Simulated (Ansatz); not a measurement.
Ga

```cif
data_structure
_symmetry_space_group_name_H-M 'P 1'
_symmetry_Int_Tables_number 1
_cell_length_a 2.8420
_cell_length_b 7.9674
_cell_length_c 3.1700
_cell_angle_alpha 90.000
_cell_angle_beta 90.000
_cell_angle_gamma 90.000
_cell_volume 71.78
loop_
_atom_site_label
_atom_site_type_symbol
_atom_site_fract_x
_atom_site_fract_y
_atom_site_fract_z
_atom_site_occupancy
Ga1 Ga 0.00000 0.13300 0.25000 1
Ga2 Ga 0.50000 0.63300 0.25000 1
Ga3 Ga 0.00000 0.86700 0.75000 1
Ga4 Ga 0.50000 0.36700 0.75000 1
```

Space group Cmcm; changed on purpose from its base cell (strain -0.0200 x Voigt [1, 1, 0, 0, 0, 0], atoms carried along).

Method: DFT r2SCAN, scalar-relativistic, plane waves, PAW (Ansatz 0.2.0).

> Predict the valence pseudo-density and electron localisation function between the atoms.

Ga–Ga (2.84 Å): ρ at the midpoint is about 0.21 e/Å³; the ELF is about 0.45 at the midpoint.

> Does the calculation give a band gap?

It is gapless in this calculation (a metal or semimetal).

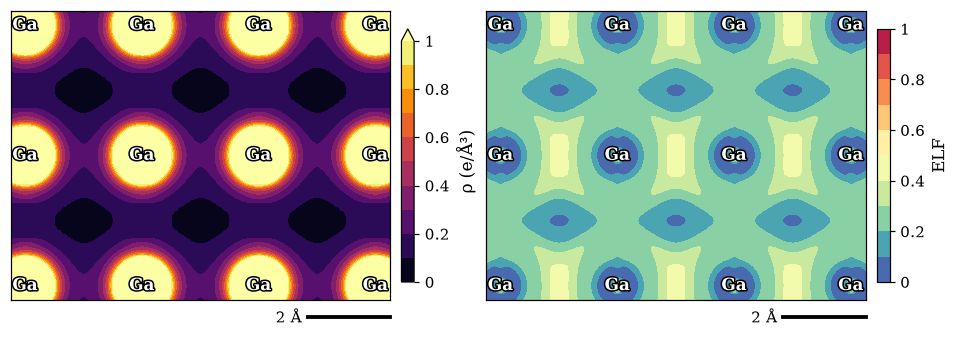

Computed valence pseudo-density and electron localisation function on the (010) plane of the conventional cell, in this order. 
